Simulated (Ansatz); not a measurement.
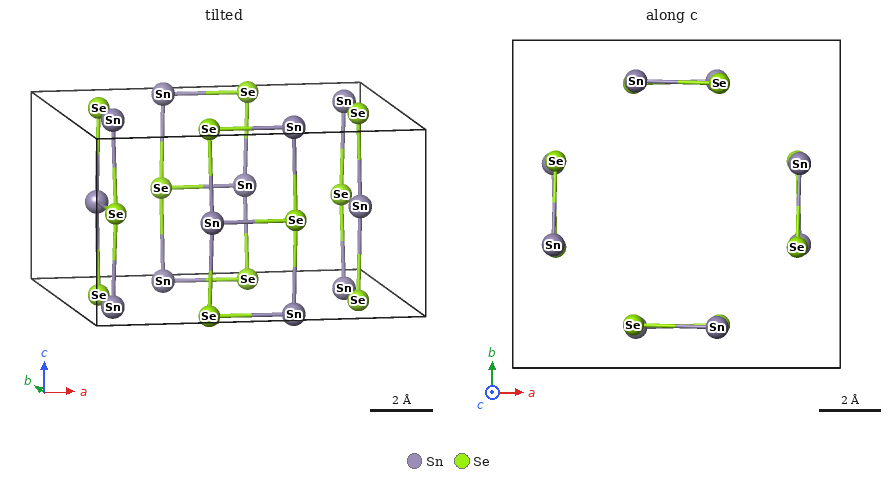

A ball-and-stick rendering, viewed slightly off an axis and along the c axis. The frame is the conventional unit cell; atoms at its boundary are shown with their periodic copies. Cell: a = 10.87 Å, b = 10.87 Å, c = 6.12 Å, α = 90.00°, β = 90.00°, γ = 90.00°.

The structure was taken from a structure type filled with these elements by a generator (whether the compound takes this form wasn't checked). Earlier steps of the study may have refined or changed the cell and positions. An electronic-structure calculation with Ansatz was run on it.

Explain the picture.

Answer. Composition: SnSe. The atoms follow space group I4/mcm (No. 140); the Bravais lattice is body-centred tetragonal. In the cell are 8 Sn, 8 Se, which makes 8 formula units. The Sn atoms are each bonded to four Se at about 2.8 to 3.1 Å. Se bonds to four Sn at about 2.8 to 3.1 Å. The bonds build SnSe chains along [001].

Electronic-structure method: DFT PBE, scalar-relativistic, plane waves, PAW in Ansatz 0.2.0. Parameters: a kinetic-energy cutoff of 420 eV, k-points about 0.20 Å⁻¹ apart, Gaussian smearing of 0.02 eV, no spin polarisation.

Predict the gap.

Answer. A semiconductor at this level, with a gap of 1.13 eV, direct.

How are the electrons shared out in a Bader analysis?

Answer. Sn +0.85 e; Se -0.85 e.

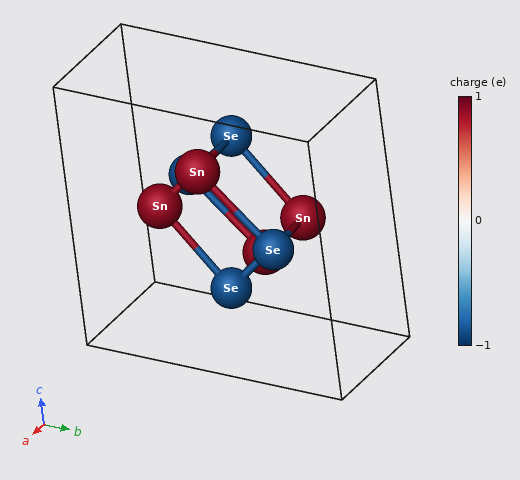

The atoms coloured by those charges. The run's cell of 8 atoms is drawn in a reduced setting, so axes and origin can differ from the first picture.

Can this geometry be taken as optimised?

Answer. Yes. The largest force is 0.01 eV/Å. The pressure is 0.0 GPa, close to zero.
